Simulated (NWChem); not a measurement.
# C2H2Cl2 (cis-1,2-Dichloroethene): levels of theory compared

Aim: a comparison of 4 runs (HF/3-21G, HF/def2-SVP, HF/6-311+G**, PBE/STO-3G) of C2H2Cl2 (cis-1,2-Dichloroethene). 

Program for the calculation: NWChem 7.3.0.

### Step 1. The molecule

C2H2Cl2 has 6 atoms, charge 0, and is taken as a singlet. As SMILES, `Cl/C=C\Cl`. Geometry: relaxed at PBE0-D4/def2-TZVP.

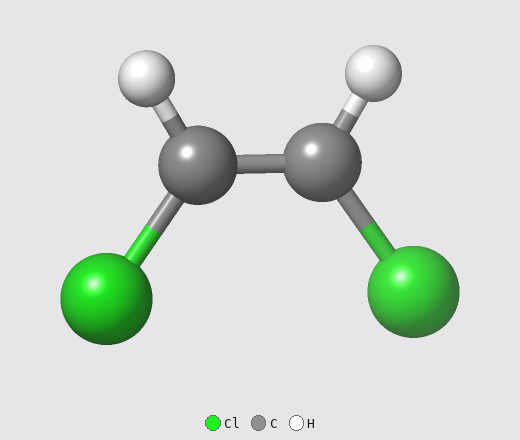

Viewed from a chosen angle; chlorine green, carbon grey, hydrogen white.

### Step 2. Energy and gradient at HF/3-21G (run 1)

The input, geom.nw:

```
start geom
title "cis-1,2-Dichloroethene"
memory stack 880 mb heap 220 mb global 1100 mb
charge 0

geometry units atomic noautosym nocenter noautoz
   Cl  1.35185338 -3.54251839 -0.84689966
   C   1.21275064 -0.42220261 -0.05465088
   C  -0.89875374  0.89886713  0.19042770
   Cl -3.86774025 -0.27686377 -0.24107236
   H   3.02894752  0.46508050  0.25239182
   H  -0.82705754  2.87763715  0.69980338
end

basis spherical bse
   Cl library 3-21G
   C library 3-21G
   H library 3-21G
end

scf
   thresh 1e-08
   maxiter 80
end

task scf gradient
```

Run with:

```
$ nwchem geom.nw > geom.out
```

Standard output:

```text
[...]
  functions       =    48
[...]
  wavefunction    = RHF
[...]
         Total SCF energy =   -991.010796621290
      One-electron energy =  -1737.982472690733
      Two-electron energy =    560.855270983680
 Nuclear repulsion energy =    186.116405085763
        Time for solution =      1.0s
[...]
                         RHF ENERGY GRADIENTS
    atom               coordinates                        gradient
                 x          y          z           x          y          z
   1 Cl      1.351853  -3.542518  -0.846900   -0.002330   0.045349   0.011500
   2 C       1.212751  -0.422203  -0.054651    0.014602  -0.064057  -0.015753
   3 C      -0.898754   0.898867   0.190428   -0.065839  -0.013731  -0.006406
   4 Cl     -3.867740  -0.276864  -0.241072    0.043277   0.016814   0.006207
   5 H       3.028948   0.465081   0.252392    0.010235   0.004627   0.001638
   6 H      -0.827058   2.877637   0.699803    0.000055   0.010999   0.002813
[...]
```

Wall time 1.7 s (1 thread of Intel Xeon 6975P-C (Granite Rapids), shared host); peak memory 0.1 GiB.

### Step 3. Energy and gradient at HF/def2-SVP (run 2)

The input, c2h2cl2.xyz:

```xyz
6

Cl     0.715370    -1.874620    -0.448160
C      0.641760    -0.223420    -0.028920
C     -0.475600     0.475660     0.100770
Cl    -2.046720    -0.146510    -0.127570
H      1.602850     0.246110     0.133560
H     -0.437660     1.522780     0.370320
```

The input, c2h2cl2.nw:

```
start c2h2cl2
memory total 2200 mb

geometry units angstroms noautosym nocenter noautoz
load c2h2cl2.xyz
end

basis spherical bse
* library def2-SVP
end

scf
thresh 1e-08
maxiter 80
end

task scf gradient
```

Run with:

```
$ nwchem c2h2cl2.nw > c2h2cl2.out
```

Standard output:

```text
[...]
  functions       =    74
[...]
  wavefunction    = RHF
[...]
         Total SCF energy =   -995.512778823462
      One-electron energy =  -1743.439690074922
      Two-electron energy =    561.810492735224
 Nuclear repulsion energy =    186.116418516235
        Time for solution =      3.3s
[...]
                         RHF ENERGY GRADIENTS
    atom               coordinates                        gradient
                 x          y          z           x          y          z
   1 Cl      1.351853  -3.542518  -0.846900   -0.001169   0.008717   0.002179
   2 C       1.212751  -0.422203  -0.054651    0.006076  -0.013020  -0.003068
   3 C      -0.898754   0.898867   0.190428   -0.014674  -0.000039  -0.000652
   4 Cl     -3.867740  -0.276864  -0.241072    0.008618   0.002593   0.001043
   5 H       3.028947   0.465080   0.252392    0.001535   0.000272   0.000140
   6 H      -0.827057   2.877637   0.699803   -0.000386   0.001476   0.000358
[...]
```

Run time: 4.8 s. Hardware: 1 thread of Intel Xeon 6975P-C (Granite Rapids), shared host; peak memory 0.1 GiB.

Run 3 isn't shown in full; the table further down has it.

### Step 4. Energy and gradient at PBE/STO-3G (run 4)

The input, c2h2cl2.nw:

```
start c2h2cl2
memory stack 880 mb heap 220 mb global 1100 mb

geometry units angstroms noautosym nocenter noautoz
  Cl       0.715370      -1.874620      -0.448160
  C        0.641760      -0.223420      -0.028920
  C       -0.475600       0.475660       0.100770
  Cl      -2.046720      -0.146510      -0.127570
  H        1.602850       0.246110       0.133560
  H       -0.437660       1.522780       0.370320
end

basis spherical bse
  * library STO-3G
end

dft
  xc xpbe96 cpbe96
  grid xfine
  convergence energy 1e-08
  iterations 100
  mulliken
end

task dft gradient
```

Run with:

```
$ nwchem c2h2cl2.nw > c2h2cl2.out
```

Standard output:

```text
[...]
          Wavefunction type:  closed shell.
          No. of atoms     :     6
          No. of electrons :    48
[...]
          Charge           :     0
          Spin multiplicity:     1
[...]
          AO basis - number of functions:    30
[...]
              XC Information
              --------------
          PerdewBurkeErnzerhof Exchange Functional  1.000
            Perdew 1991 LDA Correlation Functional  1.000 local
           PerdewBurkeErnz. Correlation Functional  1.000 non-local
[...]
 d= 0,ls=0.0,diis     1   -986.1978821714 -1.17D+03  7.61D-02  4.84D-01     0.6
[...]
 d= 0,ls=0.0,diis     7   -986.2941044409 -1.10D-09  5.10D-07  7.45D-11     2.9
         Total DFT energy =     -986.294104440897
      One electron energy =    -1731.343538114864
           Coulomb energy =      626.331408323786
    Exchange-Corr. energy =      -67.398393166055
 Nuclear repulsion energy =      186.116418516235
[...]
      Total Density - Mulliken Population Analysis
     ---------------------------------------------
    Atom       Charge   Shell Charges
 -----------   ------   -------------------------------------------------------
    1 Cl  17    17.05   2.00  2.00  5.98  1.96  5.11
    2 C    6     6.08   1.99  1.17  2.92
    3 C    6     6.08   1.99  1.17  2.92
    4 Cl  17    17.05   2.00  2.00  5.98  1.96  5.11
    5 H    1     0.87   0.87
    6 H    1     0.87   0.87
[...]
  wavefunction    = closed shell
                         DFT ENERGY GRADIENTS
    atom               coordinates                        gradient
                 x          y          z           x          y          z
   1 Cl      1.351853  -3.542518  -0.846900   -0.003053   0.052155   0.013210
   2 C       1.212751  -0.422203  -0.054651   -0.015094  -0.021361  -0.006132
   3 C      -0.898754   0.898867   0.190428   -0.013641  -0.022270  -0.006296
   4 Cl     -3.867740  -0.276864  -0.241072    0.049926   0.019007   0.007061
   5 H       3.028947   0.465080   0.252392   -0.016985  -0.008814  -0.003001
   6 H      -0.827057   2.877637   0.699803   -0.001153  -0.018716  -0.004841
[...]
```

Wall time 4.2 s (1 thread of Intel Xeon 6975P-C (Granite Rapids), shared host); peak memory 0.13 GiB.

### Step 5. All runs side by side

```
run         level  iteration cap  module  energy (Eh)  dipole moment (D)  HOMO energy (eV)  LUMO energy (eV)  wall time
  1      HF/3-21G             80     scf  -991.010797               2.68            -10.20              3.74      1.7 s
  2   HF/def2-SVP             80     scf  -995.512779               2.16             -9.88              3.71      4.8 s
  3  HF/6-311+G**             80     scf  -995.900939               2.20            -10.03              1.79       21 s
  4    PBE/STO-3G            100     dft  -986.294104               2.25             -4.59              1.06      4.2 s
```

### Step 6. Summary of results

```
                       quantity          value
            run 4: total energy  -986.29410 Eh
           run 4: dipole moment         2.25 D
             run 4: HOMO energy       -4.59 eV
             run 4: LUMO energy        1.06 eV
           run 4: HOMO–LUMO gap        5.65 eV
run 4: largest force on an atom     2.771 eV/Å
```

**Reading.** The dipole moment (its size) runs from 2.16 D (HF/def2-SVP) to 2.68 D (HF/3-21G). The HOMO–LUMO gap runs from 5.65 eV (PBE/STO-3G) to 13.94 eV (HF/3-21G). The two ends differ in method and basis. In run 4 the basis is minimal, so the values are rough. All runs together took 32 s, the longest 21 s.
